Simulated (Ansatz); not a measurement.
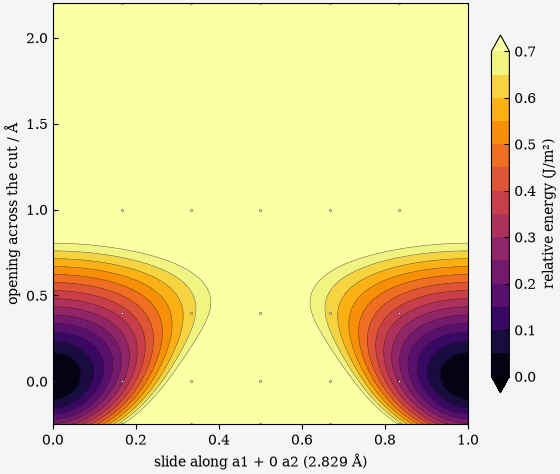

Ti (Fm-3m, No. 225; 6 atoms in the cell). Rigid slide and opening across a plane, one cut a cell; the plane is (0 0 1) of the conventional cell. The first coordinate is: slide along a1 + 0 a2 (2.829 Å); the second: opening across the cut. Nothing is relaxed (rigid halves). The scan uses a 6 × 5 grid; 20 points were computed and 10 follow by symmetry. Points are written as (first, second). All energies are given in J/m² relative to the lowest grid point. All numbers below come from Ansatz 0.2.0, DFT LDA, scalar-relativistic, plane waves, PAW. Settings: cutoff 520 eV, k-mesh 15×15×4 in the order of the run's cell vectors, gaussian smearing 0.15 eV, no spin polarisation.

In the figure: filled contours, dots at the grid points, one colour for all values above the top of the scale. Between grid points the surface is interpolated.

> Where is the minimum, and how stiff is the well along each coordinate?

The interpolated minimum is at the first coordinate ≈ 0.000, opening across the cut ≈ 0.00 Å. The curvatures there are about 11 eV and 2.8 eV/Å², with a cross term of about 0 eV/Å (per cell of 8.00 Å²). Round the minimum the two coordinates are nearly uncoupled.

PAW datasets: the set soft_1.
